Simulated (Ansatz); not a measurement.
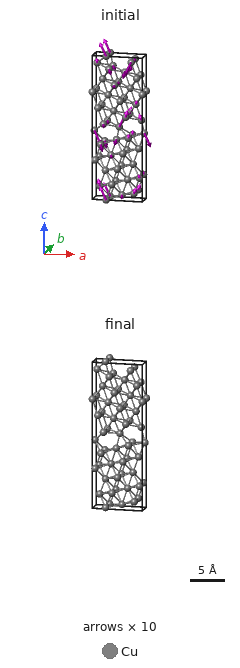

The structure of an interface cell of composition Cu before (top) and after (bottom) a relaxation, at one scale. The purple arrows give the displacements (the part carried along by the change of the cell is left out), 10 times their true length.

The picture is a ball-and-stick view of the cell of the calculation, reduced to other axes (origin shifted), seen slightly off an axis. Lengths and directions refer to the drawn axes.

Case: symmetric tilt boundary Sigma 9 (2 2 1), mirror between planes, shift [0, 0.5].

All numbers below come from DFT PBE, scalar-relativistic, plane waves, PAW (Ansatz 0.2.0). Settings: plane-wave cutoff 420 eV; k-point mesh 14 × 6 × 2; occupations gaussian; smearing width 0.1 eV; no spin polarisation; cell relaxed at fixed a, b, alpha, beta, gamma; force threshold 0.02 eV/Å; at most 60 steps.

Summarise the run.

The largest moves relative to the cell, 0.24 Å, are those of Cu atoms. The volume changes by +1.6 %, with a unchanged at 7.700 Å, b unchanged at 2.567 Å, c 22.078 → 22.432 Å (+1.6 %). Among the contacts that change: Cu–Cu 2.006 → 2.379 Å, Cu–Cu 2.567 → 2.678 Å, Cu–Cu 2.567 → 2.475 Å, Cu–Cu 2.567 → 2.651 Å. After 3 accepted moves (4 points after the start) the energy has fallen by 2.441 eV per cell of the calculation. Largest force component: 4.4 eV/Å at the start, 0.0042 eV/Å at the end. The pressure goes from 3.47 to −0.76 GPa. At 1 point the geometry stayed and the basis and grid were re-selected for the new cell (energy shift of 4.8 meV per cell of the calculation at most each time).
